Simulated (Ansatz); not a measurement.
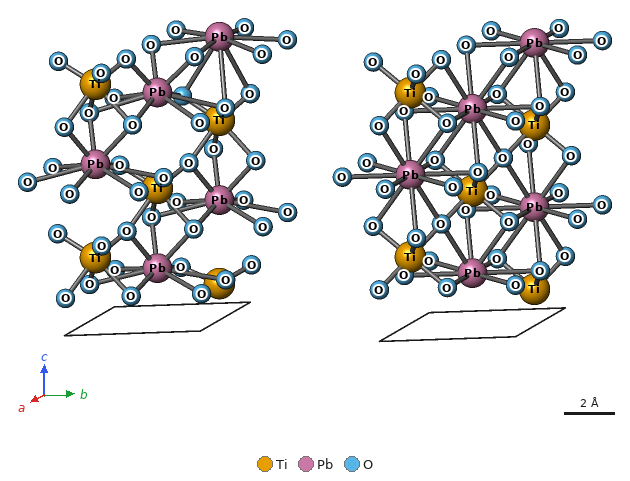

Two geometries of a slab of composition TiPbO3 (cut from the Pm-3m phase), drawn at one scale. One is the start of a relaxation, the other its converged end. Style: ball-and-stick. Shown: the cell of the calculation, outlined in the plane, without the vacuum (origin shifted), slightly off an axis.

All numbers below come from Ansatz, DFT PBEsol, scalar-relativistic, plane waves, PAW. (plane-wave cutoff 420 eV; k-point mesh 6 × 6 × 1; occupations gaussian; smearing width 0.05 eV; no spin polarisation; dipole correction; atoms relaxed in a fixed cell; force threshold 0.02 eV/Å; at most 60 steps)

Q: Which one is relaxed?

A: The left one is the relaxed one. The slab is the (1 1 1) face of TiPbO3. The atom that moves furthest relative to the layer's centre is a Pb atom (0.68 Å along the normal (+c)). By element the largest moves are Pb 0.68 Å, O 0.36 Å, Ti 0.35 Å. The cell doesn't change. Some distances before and after: O–Pb 2.771 → 3.543 Å, O–Pb 2.771 → 3.419 Å, O–Pb 2.771 → 3.354 Å, O–Pb 2.771 → 2.277 Å. Bond angles that change, for instance: Ti–O–Ti 180.0° → 154.4°, O–Ti–O 90.0° → 111.0°, O–Ti–O 180.0° → 161.9°. Over 8 accepted moves (9 points after the start) the energy falls by 6.766 eV per cell of the calculation. The largest force component goes from 5.6 to 0.0086 eV/Å. 1 step only repeated the SCF at the same geometry.
